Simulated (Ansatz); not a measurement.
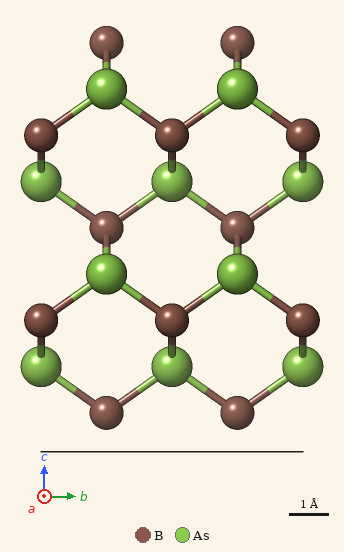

The starting point is a (1 0 0) slab of BAs as cut from the relaxed bulk. A ball-and-stick model of the 1 × 2 repeat of the cell, outlined in the plane, without the vacuum, seen along the a axis.

Computed with DFT PBEsol, scalar-relativistic, plane waves, PAW in Ansatz 0.2.0. Settings: plane-wave cutoff 420 eV; occupations gaussian; no spin polarisation. The k-mesh is chosen for each cell (10×10×10, 8×8×1). Smearing widths differ between the runs.

The variant: The atoms of the slab are relaxed at the bulk's in-plane cell.

> Predict the response.

The slab isn't stoichiometric; relaxing it gains 0.172 J/m². The top spacing, between the B and As planes, goes from 1.19 to 1.02 Å (−14.8 %), the bottom one (B to As) from 1.19 to 1.02 Å (−14.8 %). The lattice vectors keep their values. The largest moves relative to the layer's centre, 0.15 Å, are those of B atoms. Largest moves by element: B 0.15 Å, As 0.03 Å. Near-neighbour distances before and after: As–B 2.065 → 1.968 to 2.086 Å.

The changed structure in the same view:

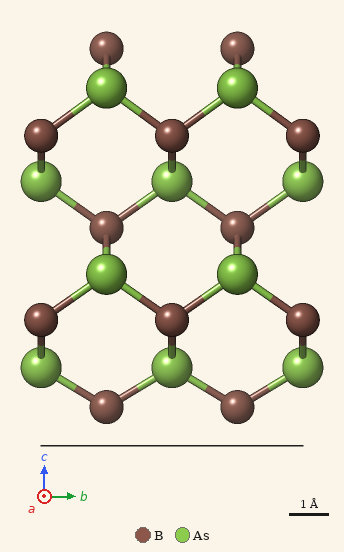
